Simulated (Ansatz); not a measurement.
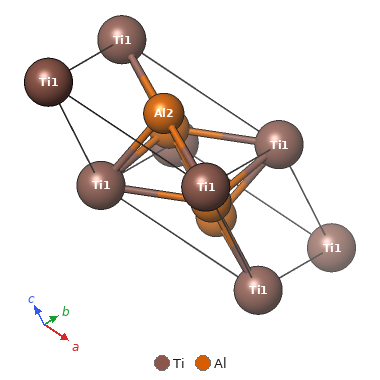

The system is TiAl₃ (I4/mmm, No. 139; 4 atoms in the cell); the picture shows the reference structure. The energy is mapped over two homogeneous strains (x along [1 0 0], y along [0 1 0], z along [0 0 1] of the conventional cell). Coordinates scanned: (1) normal strain along x; (2) normal strain along y. Nothing is relaxed (fractional coordinates fixed). The scan uses a 7 × 7 grid; 28 points were computed and 21 follow by symmetry. Points are written as (first, second). Energies are in meV/atom, from the lowest grid point. These are results of DFT PBE, scalar-relativistic, plane waves, PAW in Ansatz 0.2.0, not measurements. Settings: cutoff 520 eV, k-mesh 14×14×14, gaussian smearing 0.15 eV, no spin polarisation.

Its coordinates:

```yaml
crystal:
  lattice:
    - [-1.92258, 1.92258, 4.31114]
    - [1.92258, -1.92258, 4.31114]
    - [1.92258, 1.92258, -4.31114]
  atoms:
    - { symbol: Ti, position: [0.00000, 0.00000, 0.00000] }
    - { symbol: Al, position: [0.50000, 0.50000, 0.00000] }
    - { symbol: Al, position: [0.75000, 0.25000, 0.50000] }
    - { symbol: Al, position: [0.25000, 0.75000, 0.50000] }
```

The input of one point:

```yaml
crystal:
  lattice:
    - [-1.9225789803, 1.9225789803, 4.31113511]
    - [1.9225789803, -1.9225789803, 4.31113511]
    - [1.9225789803, 1.9225789803, -4.31113511]
  atoms:
    - { symbol: Ti, position: [0.0, 0.0, 0.0] }
    - { symbol: Al, position: [0.5, 0.5, 0.0] }
    - { symbol: Al, position: [0.75, 0.25, 0.5] }
    - { symbol: Al, position: [0.25, 0.75, 0.5] }
basis:
  ecutwfc: 520.0
kpoints:
  mp_grid: { grid: [14, 14, 14] }
hamiltonian:
  xc: pbe
  pseudopotentials: { kind: paw, azcp: { folder: soft_1 } }
scf:
  occupations: { method: gaussian, width: 0.15 }
output:
  forces: true
  stress: true
  eigenvalues: true
  write_density: true
  write_potential: true
  elf: true
  volumetric_format: npy
```

Range: normal strain along x from −11.0 to 11.0 %; normal strain along y from −11.0 to 11.0 %.

Question: What will the energy surface look like?

Answer: The lowest grid point is at (0.0 %, 0.0 %). It is the only kind of minimum in the scanned range. The highest grid point, (−11.0 %, −11.0 %), lies 460 meV/atom above the lowest. Round the minimum the valley is somewhat tilted: raising normal strain along x shifts the best value of normal strain along y downwards (coupling k₁₂/√(k₁₁k₂₂) about 0.4).

```csv
"normal strain along y ↓, normal strain along x →",−11.0,−7.3,−3.7,0.0,3.7,7.3,11.0
11.0,112,91,85,99,133,183,247
7.3,93,56,40,47,75,121,183
3.7,97,42,14,12,33,75,133
0.0,130,56,14,0,12,47,99
−3.7,198,102,41,14,14,40,85
−7.3,306,184,102,56,42,56,91
−11.0,460,306,198,130,97,93,112
```

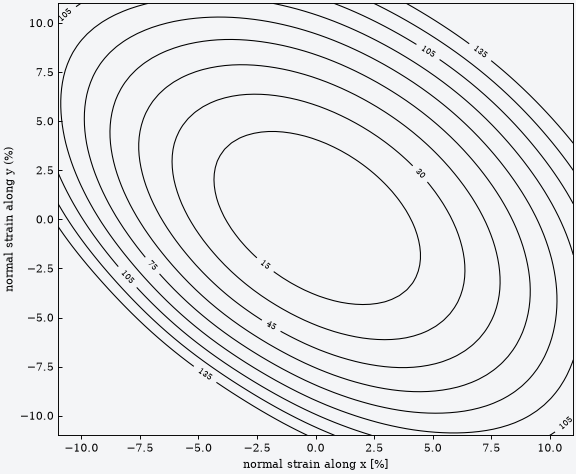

In the figure: contour lines labelled in meV/atom (none above 135). Between grid points the surface is interpolated.

The whole map (28 points run) took 14 min on 2 threads of Arm Neoverse N1, on a shared host.
